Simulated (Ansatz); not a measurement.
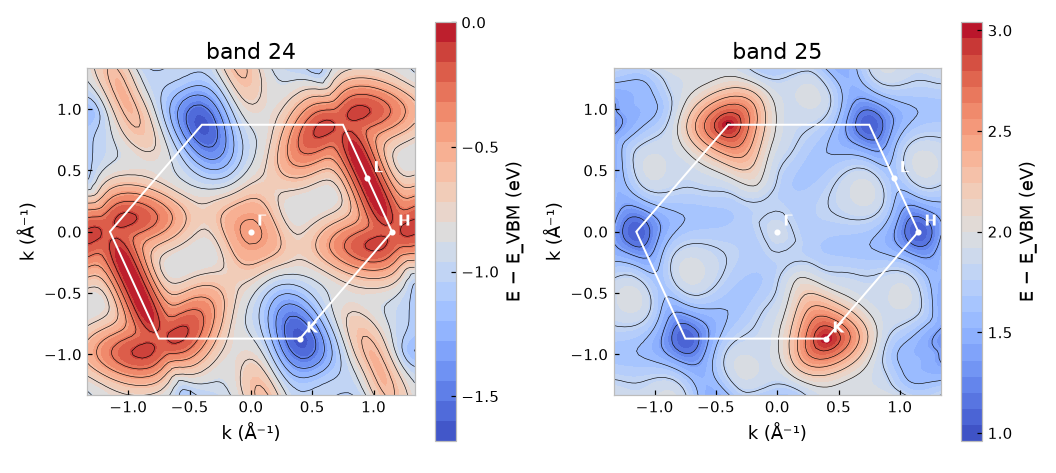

Two bands of Se in space group P3_121 over the plane through Γ, H and L: the highest mostly filled and the lowest mostly empty one.

Method: Ansatz, DFT PBE, scalar-relativistic, plane waves, PAW; levels and slopes on a dense k mesh at the converged density. No spin polarisation. k mesh for the levels: 24×24×18. Cell and positions as given, without relaxation (largest force 0.4 eV/Å).

Question: Give both levels and their distance at the named points.

Answer:
| point | lower band (eV) | upper band (eV) | distance (eV) |
| --- | --- | --- | --- |
| Γ | −0.42 | 1.88 | 2.30 |
| K | −1.65 | 3.05 | 4.70 |
| H | −0.23 | 1.02 | 1.25 |
| L | 0.00 | 1.64 | 1.64 |

Question: Where are the band edges of the whole zone?

Answer: The valence band has three equivalent maxima at L, nearly flat in one direction, with masses 0.13 and 2.84 mₑ across; the conduction band has two equivalent minima at H, principal masses 0.15, 0.30 and 0.30 mₑ. The gap is indirect, 1.02 eV at this level of theory, which underestimates gaps and can reorder valleys that lie close.

Spin-orbit coupling, left out here, can change the gap, its kind, the place of the band edges and the masses, since the compound holds Se.
